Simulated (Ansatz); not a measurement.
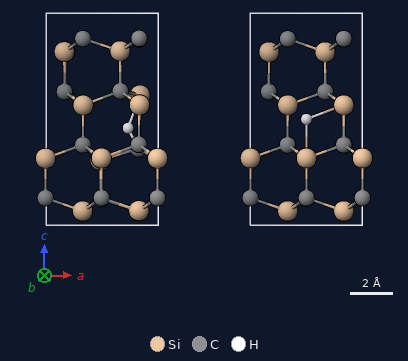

Two geometries of a defect cell of composition Si₁₆HC₁₆ (cell charge +1), drawn at one scale. One is the start of a relaxation, the other its converged end. The picture is a ball-and-stick view of the cell of the calculation (origin shifted), seen along the b axis.

Theory: DFT PBE, scalar-relativistic, plane waves, PAW (Ansatz). (plane-wave cutoff 420 eV; k-point mesh 2 × 2 × 2; occupations gaussian; smearing width 0.01 eV; no spin polarisation; atoms relaxed in a fixed cell; force threshold 0.025 eV/Å; at most 45 steps)

> Which of the two is the end point?

The left one is the relaxed one. Case: H interstitial, charge +1, atoms relaxed at the host's cell. Over 19 accepted moves (21 points after the start) the energy falls by 1.751 eV per cell of the calculation. Largest force component: 0.8 eV/Å at the start, 0.0089 eV/Å at the end. The line search rejected the trial steps at points 4, 19 of the run. The H atom moves most: 1.30 Å roughly along [3 1 −1]. Largest moves by element: H 1.30 Å, Si 0.48 Å, C 0.20 Å. The cell doesn't change. Some distances before and after: C–H 2.192 → 1.103 Å, H–Si 1.906 → 2.854 Å, C–Si 1.912 → 2.571 Å, Si–Si 3.086 → 3.646 Å. New bonds form, among them: C–H (2.19 → 1.10 Å). Bonds break, among them: C–Si (1.91 → 2.57 Å). Among the angles between lasting bonds that change: Si–C–Si 109.4° → 94.8°, Si–C–Si 109.4° → 96.5°, C–Si–C 109.0° → 119.8°. Cost: 85 s on 4 threads of Arm Neoverse V2, on a shared host, peak memory 1.1 GiB.

Limits of the set-up: the periodic images lie only 6.2 Å apart, so the values are limited by the cell's size; the cell is charged, on a uniform background, and energies carry no finite-size correction.
